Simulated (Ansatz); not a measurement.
```xyz
8
Lattice="4.9065 0.0000 0.0000 0.0000 4.9065 0.0000 0.0000 0.0000 4.9065" Properties=species:S:1:pos:R:3 pbc="T T T"
Si    0.0000    0.0000    0.0000
Si    2.4532    2.4532    2.4532
Mo    1.2266    0.0000    2.4532
Mo    2.4532    3.6798    0.0000
Mo    3.6798    0.0000    2.4532
Mo    2.4532    1.2266    0.0000
Mo    0.0000    2.4532    3.6798
Mo    0.0000    2.4532    1.2266
```

Space group Pm-3n; computed without spin polarisation.

These are results of DFT PBE, scalar-relativistic, plane waves, PAW in Ansatz, not measurements.

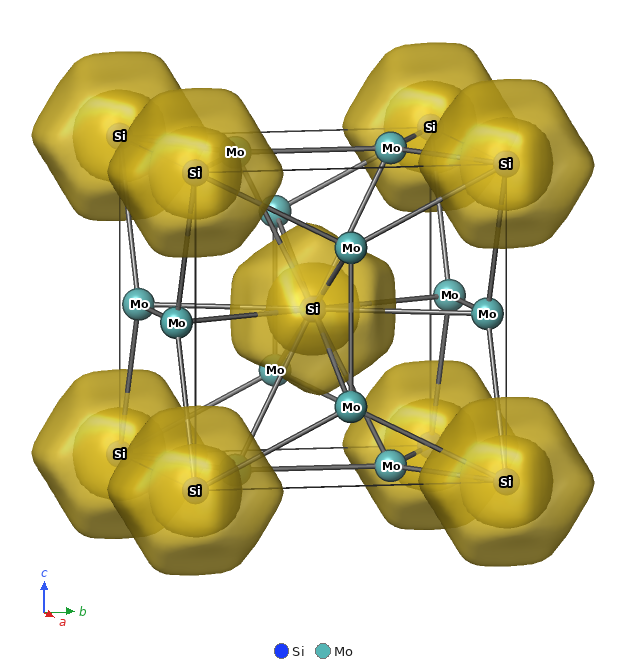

SiMo3. Isosurface of the electron localisation function at 0.55 (yellow), seen slightly off an axis. Only the valence region is drawn (cores and ρ < 0.01 e/Å³ removed). Sticks mark near contacts.

In a PAW calculation such maps are meaningful between the atoms, not at the nuclei.

Question: Identify the bonds, lone pairs and shells in this picture.

Answer: The surface consists of two regions wrapped around Si (the valence shell of each), counted in one cell of 8 atoms. Regions shared between cells count once. Along the contacts the grid gives the following. Mo–Mo (2.45 Å): the ELF is about 0.30 at the midpoint. Si–Mo (2.74 Å): the ELF peaks at about 0.65 in the valence shell of Si, 0.9 Å from its nucleus, and is about 0.30 at the midpoint.

Question: Does the calculation make it a metal, or give it a gap?

Answer: It is metallic or semimetallic at this level of theory: no gap opens.
